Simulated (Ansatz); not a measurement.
**SiC3: geometry relaxation (part 1 of 2)**

- system: SiC3 (R3m, 4 atoms in the cell)
- method: DFT, r2SCAN, plane waves, PAW, no spin polarisation (Ansatz 0.2.0)

The structure was built on a prototype by a generator. The geometry comes from this level: PBE. Figures and captions count atoms from 1; the log counts them from 0 in places.

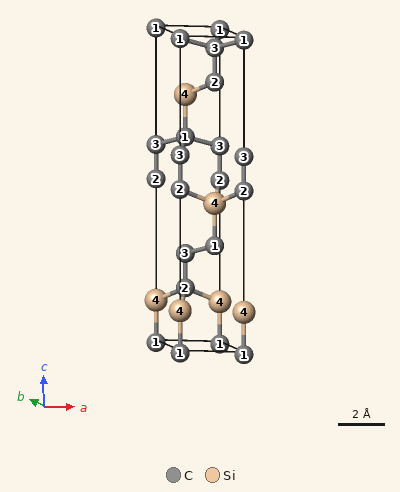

Figure 1. The starting structure (ball-and-stick view of the cell 3 times as large as that of the calculation, set on its symmetry axes, seen slightly off an axis; atoms are numbered from 1 in the order of the input). An atom can appear more than once, as a periodic image.

**Key numbers**

| quantity | value |
| --- | --- |
| outcome | converged |
| space group (tolerance 0.01 Å) | R3m (160) |
| electrons treated | 16 |
| free energy | −1392.1344 eV |
| Fermi energy | 12.138 eV |
| pressure | 0.00 GPa |
| final volume | 32.41 Å³ |
| largest force (length of the vector) at the end | under 0.001 eV/Å |
| final cell | a = 4.948 Å, b = 4.948 Å, c = 4.948 Å, α = 33.25°, β = 33.25°, γ = 33.25° |
| hardware | 2 threads of Arm Neoverse V1, 24 GiB of memory available, shared host |
| wall time | 35 s (CPU time 69 s) |
| peak memory | 0.47 GiB |

**Input**
```yaml
crystal:
  lattice:
    - [1.4191850983, 0.8193668985, 4.6942357254]
    - [-1.4191850983, 0.8193668985, 4.6942357254]
    - [0.0, -1.6387337971, 4.6942357253]
  atoms:
    - { symbol: C, position: [1.0086192326, 0.0086192326, 0.0086192326] }
    - { symbol: C, position: [0.488353871, 0.488353871, 0.488353871] }
    - { symbol: C, position: [0.3791214682, 0.3791214682, 0.3791214682] }
    - { symbol: Si, position: [0.8739054283, 0.8739054283, 0.8739054283] }
kpoints:
  mp_grid: { grid: [10, 10, 10] }
hamiltonian:
  xc: r2scan
scf:
  occupations: { method: fermi_dirac, width: 0.02 }
relax:
  f_tol: 0.005
  cell: {}
```

Run as:
```bash
ansatz run input.yaml --threads 2 --pin off --max-ram 2211MiB --backend cpu --events-out ev --progress --plain --runs-dir out
```

**Output**
```
basis.fft_grid_basis auto: the FFT boxes are laid along the combinations [[1, 0, -1], [0, 1, -1], [0, 0, 1]] of the cell's own vectors, 2.838, 2.838 and 4.972 Å long. The dense box has 24×24×40 points. Along the cell's own vectors, as sized, it would have 40×40×40, 2.78 times as many. Of the 6 symmetry operations that the crystal satisfies within crystal.symmetry.tolerance (time reversal apart; of a slab, those that keep its plane) the dense box along the cell's own vectors carries 6, and the one as laid loses 4 of those. basis.fft_grid_basis: typed keeps the cell's own vectors: state it where this run's energies or levels are differenced outside the engine with another run's, or held beside a run that keeps those vectors.
Engine: ansatz 0.2.0, aarch64-unknown-linux-gnu
Pseudopotentials: kind: paw
Pseudopotential: C, paw, valence charge 4, recommended cutoff 500 eV (meta_gga), C.paw.azcp
Pseudopotential: Si, paw, valence charge 4, recommended cutoff 500 eV (meta_gga), Si.paw.azcp
Functional definition: r2SCAN
  parameter k0 = 0.174
  parameter k1 = 0.065
  parameter a1 = 4.9479
  exchange = r2scan_x(k0 = k0, k1 = k1, a1 = a1)
  correlation = r2scan_c
Crystal: 4 atoms, lattice volume = 32.752 Å³
Basis set: ecut = 500 eV, 827 PW (Γ), FFT grids on a1−a3, a2−a3, a3, exchange–correlation on 96×96×160 points (64 copies of the dense FFT grid, shifted against one another)
Bands: 12, of which v1, the nominal top of the filled ones, is band 8 counted from 1 (7 counted from 0)
Symmetry: 6 space group operations
Space group: R3m (ITA 160), of the structure as read, at distance tolerance 3.2e-5 Å
k-points: 116 of 1000 (time reversal used)
Non-local potential: C, projectors of the file, l = 0: 2, l = 1: 2, l = 2: 1
Non-local potential: Si, projectors of the file, l = 0: 2, l = 1: 2, l = 2: 2
PAW form: soft (Blöchl's): semilocal exchange-correlation on the pseudo side does not see the compensation charge
PAW frozen core: C, regenerated for the run's functional (the file was generated under x = pbe(κ = 0.804, μ = 0.2195149727645171), c = pbe(β = 0.06672455060314922))
PAW frozen core: Si, regenerated for the run's functional (the file was generated under x = pbe(κ = 0.804, μ = 0.2195149727645171), c = pbe(β = 0.06672455060314922))
PAW one-centre angular grid: C, 302 points (default); XC on 239 of its mesh's 2573 points in the sphere
PAW one-centre angular grid: Si, 302 points (default); XC on 160 Gauss nodes
Initial density: superposition of atomic densities (neutral atoms: chi_scale 0, normalization atom), corrected by the library's trained network
Initial wavefunctions: pseudopotential atomic-orbital guess
Functional: x = r2scan, c = r2scan; τ floored in thin density (d = 2e-4 eV/Å³)
SCF iter   1: F=—  HF=-1392.050371 eV  |F-HF|=—  |Δ(HF+E_count)|=         —  Δρ=1.05e-2  dr2=5.51e-2  dr2_τ=4.77e-1  ethr=1.77e-3  ⟨swp⟩=6.3  Hψ=9527  notcnv=0
preconditioner: auto → none  [insulator: Δε(μ)=1.831 eV  Ē_g=13.979 eV  σ=0.020 eV  W_gap=1.00  n_scr=2 (ndim 8)  ℏωp=26.0 eV  f_vac=0.000  D(μ)=0.00/eV (n_scr^D=0)  ε∞_Penn≈4.4]
SCF iter   2: F=—  HF=-1392.130371 eV  |F-HF|=—  |Δ(HF+E_count)|=   8.00e-2  Δρ=7.06e-3  dr2=1.51e-2  dr2_τ=1.66e-3  ethr=3.44e-4  ⟨swp⟩=2.4  Hψ=3689  notcnv=0
SCF iter   3: F=—  HF=-1392.127824 eV  |F-HF|=—  |Δ(HF+E_count)|=   2.55e-3  Δρ=3.48e-3  dr2=1.95e-3  dr2_τ=1.37e-4  ethr=9.47e-5  ⟨swp⟩=2.1  Hψ=2430  notcnv=0
SCF iter   4: F=—  HF=-1392.128001 eV  |F-HF|=—  |Δ(HF+E_count)|=   1.77e-4  Δρ=1.08e-3  dr2=3.79e-4  dr2_τ=5.88e-5  ethr=1.22e-5  ⟨swp⟩=2.4  Hψ=2616  notcnv=0
SCF iter   5: F=—  HF=-1392.127921 eV  |F-HF|=—  |Δ(HF+E_count)|=   8.08e-5  Δρ=1.75e-4  dr2=8.75e-6  dr2_τ=4.24e-7  ethr=2.37e-6  ⟨swp⟩=2.3  Hψ=2155  notcnv=0
SCF iter   6: F=—  HF=-1392.127920 eV  |F-HF|=—  |Δ(HF+E_count)|=   7.67e-7  Δρ=6.33e-5  dr2=6.77e-7  dr2_τ=6.39e-8  ethr=5.47e-8  ⟨swp⟩=2.0  Hψ=2213  notcnv=0
SCF iter   7: F=-1392.127920 eV  HF=-1392.127920 eV  |F-HF|=2.28e-8  |Δ(HF+E_count)|=   3.20e-7  Δρ=1.90e-5  dr2=6.21e-8  dr2_τ=5.94e-9  ethr=6.25e-10  ⟨swp⟩=5.0  Hψ=5229  notcnv=0
SCF 1 converged in 7 iterations: F = -1392.127920 eV  dr2 = 6.21e-8
  greatest PAW one-centre occupation: 0.671 electrons in one spin orbital (limit 2), on the C atom at site 1 (counted from 0), in its partial waves of l = 0
relax step   1: F+E_penalty+E_count = -1392.12792018 eV  Δ(F+E_penalty+E_count) = +0.000e0 eV  max|allowed force component| = 3.592e-1 eV/Å  Δτ_max = 0.0000 Å  P = -3.338 GPa  Ω = 32.752 Å³  (7 SCF iters, dr2 threshold 1.00e-7 eV, accepted)
Crystal: 4 atoms, lattice volume = 32.579 Å³
Basis set: ecut = 500 eV, 821 PW (Γ), FFT grids on a1−a3, a2−a3, a3, exchange–correlation on 96×96×160 points (64 copies of the dense FFT grid, shifted against one another)
Initial density: handed on by an earlier stage of this run
Initial wavefunctions: those handed on with the density
iter 1 solved again at ethr=6.09e-6 eV; its pass at ethr=3.10e-3 eV (dr2=9.74e-4 eV) is discarded
SCF iter   1: F=—  HF=-1392.132999 eV  |F-HF|=—  |Δ(HF+E_count)|=         —  Δρ=1.66e-3  dr2=8.99e-4  dr2_τ=6.03e-4  ethr=6.09e-6  ⟨swp⟩=1.7  Hψ=9766  notcnv=0
automatic band count: iteration 1 solves 11 bands in place of 12: the levels show a gap, and the empty bands left out lie too high to hold charge; the band table lists the bands solved (type scf.n_extra_bands for more)
preconditioner: auto → none  [insulator: Δε(μ)=1.837 eV  Ē_g=13.306 eV  σ=0.020 eV  W_gap=1.00  n_scr=2 (ndim 8)  ℏωp=26.0 eV  f_vac=0.000  D(μ)=0.00/eV (n_scr^D=0)  ε∞_Penn≈4.8]
SCF iter   2: F=—  HF=-1392.133021 eV  |F-HF|=—  |Δ(HF+E_count)|=   2.18e-5  Δρ=5.93e-4  dr2=1.01e-4  dr2_τ=1.36e-5  ethr=5.62e-6  ⟨swp⟩=2.2  Hψ=2200  notcnv=0
SCF iter   3: F=—  HF=-1392.133016 eV  |F-HF|=—  |Δ(HF+E_count)|=   4.77e-6  Δρ=2.59e-4  dr2=2.18e-5  dr2_τ=2.76e-6  ethr=6.34e-7  ⟨swp⟩=2.1  Hψ=2074  notcnv=0
SCF iter   4: F=—  HF=-1392.133014 eV  |F-HF|=—  |Δ(HF+E_count)|=   1.75e-6  Δρ=9.40e-5  dr2=2.29e-6  dr2_τ=2.72e-7  ethr=1.36e-7  ⟨swp⟩=2.1  Hψ=1956  notcnv=0
SCF iter   5: F=-1392.133014 eV  HF=-1392.133014 eV  |F-HF|=2.96e-8  |Δ(HF+E_count)|=   8.50e-8  Δρ=3.10e-5  dr2=1.89e-7  dr2_τ=2.19e-8  ethr=2.50e-9  ⟨swp⟩=5.3  Hψ=5180  notcnv=0
SCF 2 converged in 5 iterations: F = -1392.133014 eV  dr2 = 1.89e-7
  greatest PAW one-centre occupation: 0.673 electrons in one spin orbital (limit 2), on the C atom at site 1 (counted from 0), in its partial waves of l = 0
relax step   2: F+E_penalty+E_count = -1392.13301437 eV  Δ(F+E_penalty+E_count) = -5.094e-3 eV  max|allowed force component| = 1.777e-1 eV/Å  Δτ_max = 0.0044 Å  P = -1.573 GPa  Ω = 32.579 Å³  energy of the carried Pulay correction = +3.167e-5 eV  (5 SCF iters, dr2 threshold 4.00e-7 eV, accepted)
Crystal: 4 atoms, lattice volume = 32.393 Å³
iter 1 solved again at ethr=7.47e-6 eV; its pass at ethr=3.10e-3 eV (dr2=1.20e-3 eV) is discarded
SCF iter   1: F=—  HF=-1392.134125 eV  |F-HF|=—  |Δ(HF+E_count)|=         —  Δρ=1.70e-3  dr2=1.10e-3  dr2_τ=4.66e-4  ethr=7.47e-6  ⟨swp⟩=1.7  Hψ=9925  notcnv=0
automatic band count: iteration 1 solves 11 bands in place of 12: the levels show a gap, and the empty bands left out lie too high to hold charge; the band table lists the bands solved (type scf.n_extra_bands for more)
preconditioner: auto → none  [insulator: Δε(μ)=1.904 eV  Ē_g=13.360 eV  σ=0.020 eV  W_gap=1.00  n_scr=2 (ndim 8)  ℏωp=26.1 eV  f_vac=0.000  D(μ)=0.00/eV (n_scr^D=0)  ε∞_Penn≈4.8]
SCF iter   2: F=—  HF=-1392.134149 eV  |F-HF|=—  |Δ(HF+E_count)|=   2.38e-5  Δρ=7.17e-4  dr2=1.55e-4  dr2_τ=2.19e-5  ethr=6.89e-6  ⟨swp⟩=2.0  Hψ=2324  notcnv=0
SCF iter   3: F=—  HF=-1392.134130 eV  |F-HF|=—  |Δ(HF+E_count)|=   1.87e-5  Δρ=2.88e-4  dr2=2.62e-5  dr2_τ=3.46e-6  ethr=9.70e-7  ⟨swp⟩=2.1  Hψ=2035  notcnv=0
SCF iter   4: F=—  HF=-1392.134128 eV  |F-HF|=—  |Δ(HF+E_count)|=   1.69e-6  Δρ=9.65e-5  dr2=2.82e-6  dr2_τ=4.38e-7  ethr=1.64e-7  ⟨swp⟩=2.3  Hψ=2025  notcnv=0
SCF iter   5: F=-1392.134128 eV  HF=-1392.134128 eV  |F-HF|=7.72e-8  |Δ(HF+E_count)|=   1.02e-7  Δρ=4.04e-5  dr2=2.05e-7  dr2_τ=1.81e-8  ethr=2.50e-9  ⟨swp⟩=5.5  Hψ=5251  notcnv=0
SCF 3 converged in 5 iterations: F = -1392.134128 eV  dr2 = 2.05e-7
  greatest PAW one-centre occupation: 0.674 electrons in one spin orbital (limit 2), on the C atom at site 1 (counted from 0), in its partial waves of l = 0
relax step   3: F+E_penalty+E_count = -1392.13412819 eV  Δ(F+E_penalty+E_count) = -1.114e-3 eV  max|allowed force component| = 5.856e-2 eV/Å  Δτ_max = 0.0039 Å  P = +0.224 GPa  Ω = 32.393 Å³  energy of the carried Pulay correction = +6.622e-5 eV  (5 SCF iters, dr2 threshold 4.00e-7 eV, accepted)
Crystal: 4 atoms, lattice volume = 32.404 Å³
iter 1 solved again at ethr=2.12e-7 eV; its pass at ethr=3.10e-3 eV (dr2=3.39e-5 eV) is discarded
SCF iter   1: F=—  HF=-1392.134401 eV  |F-HF|=—  |Δ(HF+E_count)|=         —  Δρ=3.86e-4  dr2=3.33e-5  dr2_τ=2.41e-5  ethr=2.12e-7  ⟨swp⟩=2.0  Hψ=10410  notcnv=0
automatic band count: iteration 1 solves 11 bands in place of 12: the levels show a gap, and the empty bands left out lie too high to hold charge; the band table lists the bands solved (type scf.n_extra_bands for more)
preconditioner: auto → none  [insulator: Δε(μ)=1.874 eV  Ē_g=13.350 eV  σ=0.020 eV  W_gap=1.00  n_scr=2 (ndim 8)  ℏωp=26.1 eV  f_vac=0.000  D(μ)=0.00/eV (n_scr^D=0)  ε∞_Penn≈4.8]
SCF iter   2: F=—  HF=-1392.134406 eV  |F-HF|=—  |Δ(HF+E_count)|=   4.69e-6  Δρ=1.87e-4  dr2=5.86e-6  dr2_τ=5.19e-7  ethr=2.08e-7  ⟨swp⟩=2.5  Hψ=2317  notcnv=0
SCF iter   3: F=—  HF=-1392.134406 eV  |F-HF|=—  |Δ(HF+E_count)|=   1.66e-7  Δρ=7.67e-5  dr2=1.31e-6  dr2_τ=1.44e-7  ethr=3.66e-8  ⟨swp⟩=2.2  Hψ=2211  notcnv=0
SCF iter   4: F=-1392.134406 eV  HF=-1392.134406 eV  |F-HF|=4.05e-8  |Δ(HF+E_count)|=   1.57e-8  Δρ=2.15e-5  dr2=1.04e-7  dr2_τ=1.25e-8  ethr=2.50e-9  ⟨swp⟩=5.0  Hψ=5059  notcnv=0
SCF 4 converged in 4 iterations: F = -1392.134406 eV  dr2 = 1.04e-7
relax step   4: F+E_penalty+E_count = -1392.13440573 eV  Δ(F+E_penalty+E_count) = -2.775e-4 eV  max|allowed force component| = 4.966e-2 eV/Å  Δτ_max = 0.0015 Å  P = +0.097 GPa  Ω = 32.404 Å³  energy of the carried Pulay correction = +6.405e-5 eV  (4 SCF iters, dr2 threshold 4.00e-7 eV, accepted)
Crystal: 4 atoms, lattice volume = 32.418 Å³
iter 1 solved again at ethr=1.80e-7 eV; its pass at ethr=3.10e-3 eV (dr2=2.88e-5 eV) is discarded
SCF iter   1: F=—  HF=-1392.134431 eV  |F-HF|=—  |Δ(HF+E_count)|=         —  Δρ=2.76e-4  dr2=3.01e-5  dr2_τ=2.34e-5  ethr=1.80e-7  ⟨swp⟩=1.6  Hψ=9723  notcnv=0
automatic band count: iteration 1 solves 11 bands in place of 12: the levels show a gap, and the empty bands left out lie too high to hold charge; the band table lists the bands solved (type scf.n_extra_bands for more)
preconditioner: auto → none  [insulator: Δε(μ)=1.879 eV  Ē_g=13.346 eV  σ=0.020 eV  W_gap=1.00  n_scr=2 (ndim 8)  ℏωp=26.1 eV  f_vac=0.000  D(μ)=0.00/eV (n_scr^D=0)  ε∞_Penn≈4.8]
SCF iter   2: F=—  HF=-1392.134431 eV  |F-HF|=—  |Δ(HF+E_count)|=   6.65e-8  Δρ=1.11e-4  dr2=6.29e-6  dr2_τ=5.66e-7  ethr=1.80e-7  ⟨swp⟩=2.1  Hψ=2028  notcnv=0
SCF iter   3: F=—  HF=-1392.134430 eV  |F-HF|=—  |Δ(HF+E_count)|=   1.26e-6  Δρ=6.14e-5  dr2=6.76e-7  dr2_τ=5.68e-8  ethr=3.93e-8  ⟨swp⟩=2.0  Hψ=1889  notcnv=0
SCF iter   4: F=-1392.134430 eV  HF=-1392.134430 eV  |F-HF|=1.01e-8  |Δ(HF+E_count)|=   1.09e-7  Δρ=2.18e-5  dr2=8.81e-8  dr2_τ=1.02e-8  ethr=9.63e-10  ⟨swp⟩=5.0  Hψ=5068  notcnv=0
SCF 5 converged in 4 iterations: F = -1392.134430 eV  dr2 = 8.81e-8
relax step   5: F+E_penalty+E_count = -1392.13442988 eV  Δ(F+E_penalty+E_count) = -2.416e-5 eV  max|allowed force component| = 1.366e-2 eV/Å  Δτ_max = 0.0011 Å  P = -0.064 GPa  Ω = 32.418 Å³  energy of the carried Pulay correction = +6.143e-5 eV  (4 SCF iters, dr2 threshold 1.54e-7 eV, accepted)
Crystal: 4 atoms, lattice volume = 32.412 Å³
iter 1 solved again at ethr=6.06e-8 eV; its pass at ethr=3.10e-3 eV (dr2=9.69e-6 eV) is discarded
```
